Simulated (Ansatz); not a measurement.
System: KI.

The calculation's input:

```
crystal:
  lattice:
    - [-7.1763646181, -7.1763646181, 7.1763646181]
    - [7.1763646181, -7.1763646181, -7.1763646181]
    - [7.1763646181, 7.1763646181, 7.1763646181]
  atoms:
    - { symbol: K, position: [0.25, 0.5, 0.25] }
    - { symbol: K, position: [0.0, 0.5, 0.5] }
    - { symbol: K, position: [0.5, 0.25, 0.25] }
    - { symbol: K, position: [0.25, 0.25, 0.5] }
    - { symbol: K, position: [0.0, 0.25, 0.75] }
    - { symbol: K, position: [0.75, 0.5, 0.75] }
    - { symbol: K, position: [0.5, 0.5, 0.0] }
    - { symbol: K, position: [1.0, 0.75, 0.25] }
    - { symbol: K, position: [0.75, 0.0, 0.25] }
    - { symbol: K, position: [0.5, 0.0, 0.5] }
    - { symbol: K, position: [0.25, 0.0, 0.75] }
    - { symbol: K, position: [0.0, 0.0, 0.0] }
    - { symbol: K, position: [0.75, 0.25, 0.0] }
    - { symbol: K, position: [0.75, 0.75, 0.5] }
    - { symbol: K, position: [0.5, 0.75, 0.75] }
    - { symbol: K, position: [0.25, 0.75, 0.0] }
    - { symbol: I, position: [0.25, 0.75, 0.5] }
    - { symbol: I, position: [0.0, 0.75, 0.75] }
    - { symbol: I, position: [0.5, 0.5, 0.5] }
    - { symbol: I, position: [0.25, 0.5, 0.75] }
    - { symbol: I, position: [0.0, 0.5, 0.0] }
    - { symbol: I, position: [0.75, 0.75, 0.0] }
    - { symbol: I, position: [0.5, 0.75, 0.25] }
    - { symbol: I, position: [0.0, 0.0, 0.5] }
    - { symbol: I, position: [0.75, 0.25, 0.5] }
    - { symbol: I, position: [0.5, 0.25, 0.75] }
    - { symbol: I, position: [0.25, 0.25, 0.0] }
    - { symbol: I, position: [0.0, 0.25, 0.25] }
    - { symbol: I, position: [0.75, 0.5, 0.25] }
    - { symbol: I, position: [0.75, 0.0, 0.75] }
    - { symbol: I, position: [0.5, 0.0, 0.0] }
    - { symbol: I, position: [0.25, 0.0, 0.25] }
basis:
  ecutwfc: 420
  xc_grid: 2
kpoints:
  mp_grid: { grid: [2, 2, 2], shift: [0.5, 0.5, 0.5] }
hamiltonian:
  xc: pbe
scf:
  occupations: { method: gaussian, width: 0.01 }
output:
  forces: true
  stress: true
  eigenvalues: true
  write_density: true
  write_potential: true
  elf: true
  volumetric_format: npy
```

Command:

```sh
ansatz run input.yaml --threads 8 --pin off --max-ram 22528MiB --backend cpu --events-out ev --progress --plain --runs-dir out
```

Space group Fm-3m.

Method: DFT PBE, scalar-relativistic, plane waves, PAW in Ansatz 0.2.0.

What can the converged valence pseudo-density and electron localisation function tell about the bonding?

Answer. K–I (3.59 Å): ρ is about 0.08 e/Å³ halfway, with its minimum of 0.06 e/Å³ about 1.6 Å from K; the ELF peaks at about 0.80 in the valence shell of I, 1.3 Å from its nucleus, and drops to about 0.05 between the two atoms: an ionic contact with no shared pair.

Does the calculation make it a metal, or give it a gap?

Answer. It is gapped, with a Kohn–Sham gap of 4.4 eV on the k-point mesh (the band edges may lie off the mesh, which would make the gap smaller).

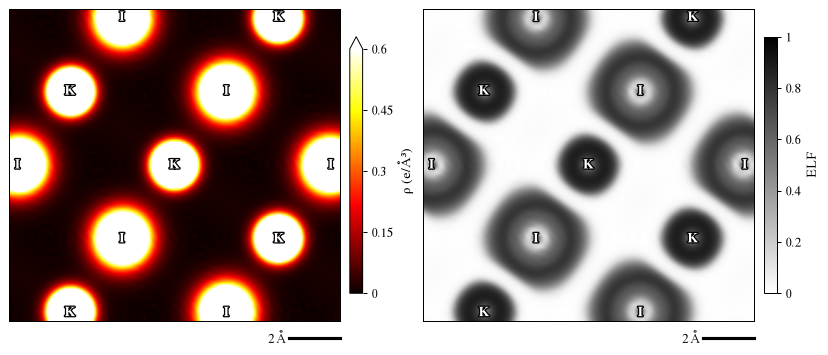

Computed valence pseudo-density and electron localisation function on the (100) plane of the calculation cell, in this order. 
